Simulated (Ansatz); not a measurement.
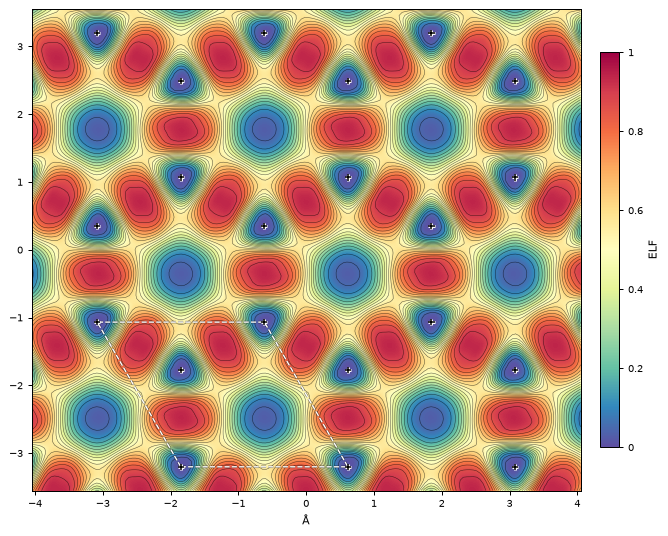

The electron localisation function on a plane through atoms (crosses mark nuclei in the plane).

Level of theory: DFT PBE+D3(BJ), scalar-relativistic, plane waves, PAW (Ansatz).

Candidates:
A. C6N (slab), a = 2.46 Å, b = 2.46 Å, c = 25.74 Å, α = 90.00°, β = 90.00°, γ = 120.00°. Computed without spin polarisation.
B. C, a = 2.46 Å, b = 2.46 Å, c = 6.74 Å, α = 90.00°, β = 90.00°, γ = 120.00°. Space group P6₃/mmc.

Which system is this?

Answer. Candidate B: C on the (001) plane of the conventional cell, which holds C. C–C (1.42 Å): the ELF peaks at about 0.95 between the atoms.
